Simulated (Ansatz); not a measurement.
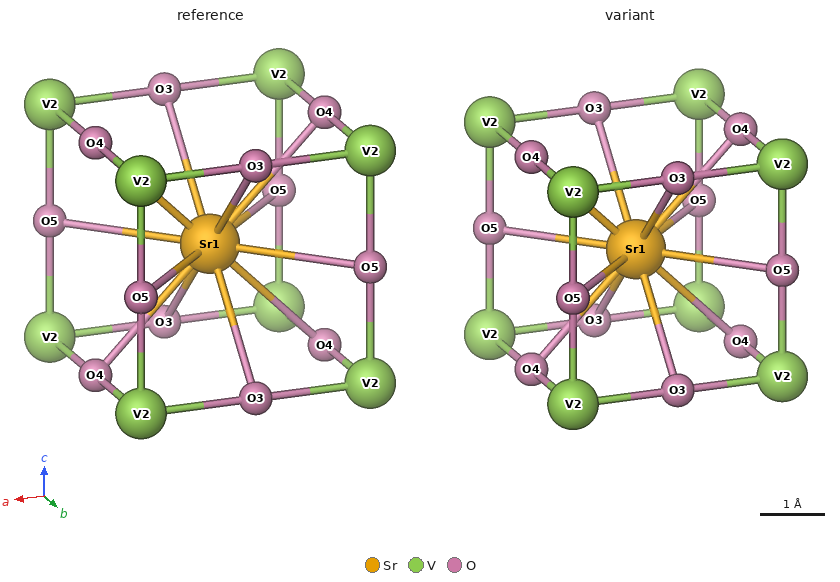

Left: solid SrVO3 (set up in Pm-3m). Right: the same structure after one change, at the same scale. A ball-and-stick model of the cell of the calculation, seen from a free direction.

Level of theory: DFT PBE, scalar-relativistic, plane waves, PAW (Ansatz 0.2.0). Settings: plane-wave cutoff 420 eV; k-point mesh 10 × 10 × 10; occupations gaussian; smearing width 0.1 eV; collinear spin.

The crystal is put under a hydrostatic pressure of 90 GPa. Cell and atoms are relaxed at that pressure.

What does the change do?

It costs 604 meV per atom. The pressure goes from 0.0 to 90.0 GPa. The absolute magnetisation per cell goes from 0.36 to 0.00 μB (net moment 0.34 and 0.00 μB). Cell: a = b = c 3.859 → 3.523 Å (−8.7 %). Volume −23.9 %. The atoms keep their places relative to the cell (all moves are under 0.005 Å). Near-neighbour distances before and after: O–Sr 2.729 → 2.491 Å, O–V 1.929 → 1.761 Å. The space group stays Pm-3m (No. 221).
